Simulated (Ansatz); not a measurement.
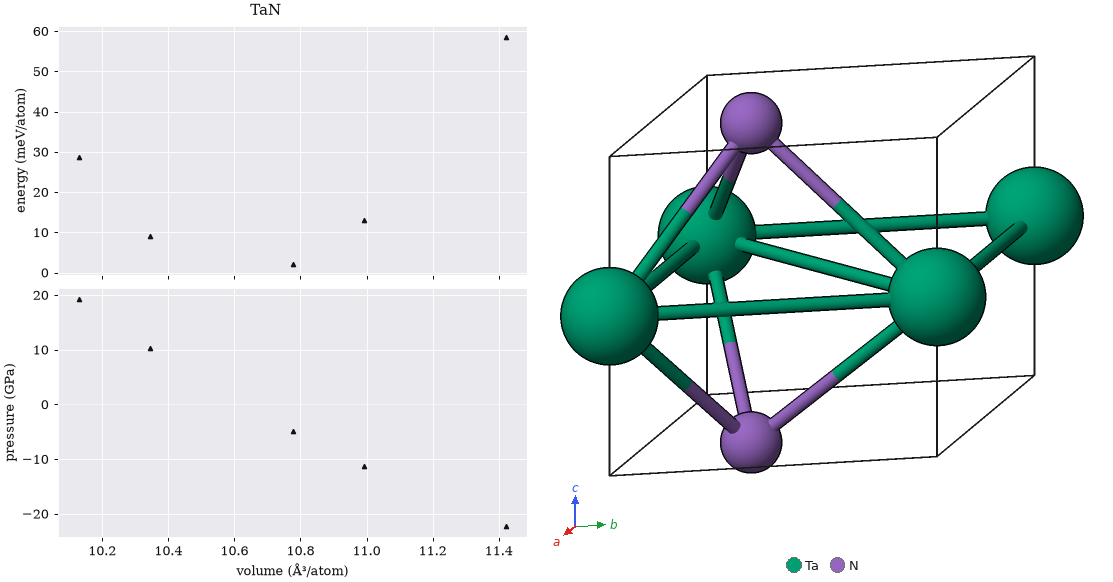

The picture above shows the energy and pressure against volume for TaN, space group P-6m2 (No. 187). The conventional cell is drawn beside the plot.

Cell as given: a = 2.938 Å, b = 2.938 Å, c = 2.883 Å, α = 90.00°, β = 90.00°, γ = 120.00°; 2 atoms.

Calculation (Ansatz 0.2.0): all-electron LAPW DFT, no spin polarisation; energies at scaled volumes of the given cell, shape and fractions fixed, counted from the fit's minimum, third-order Birch-Murnaghan fit. Level: PBEsol.

- k mesh: 10×10×9
- occupations: Fermi–Dirac
- smearing width: 0.05 eV
- potentials: all electron LAPW, scalar relativistic
- program settings: basis error eV/atom 0.0005

The points at volume 10.56 Å³/atom and 11.21 Å³/atom are left out of the plot. What values does the calculation give there?

```json
{"volume (Å³/atom)": "10.56", "energy (meV/atom)": "0.51", "pressure (GPa)": "2.38"}
{"volume (Å³/atom)": "11.21", "energy (meV/atom)": "32.09", "pressure (GPa)": "-16.99"}
```

Note: shape and atomic fractions are frozen while scaling, which makes layered, chain and framework solids too stiff.
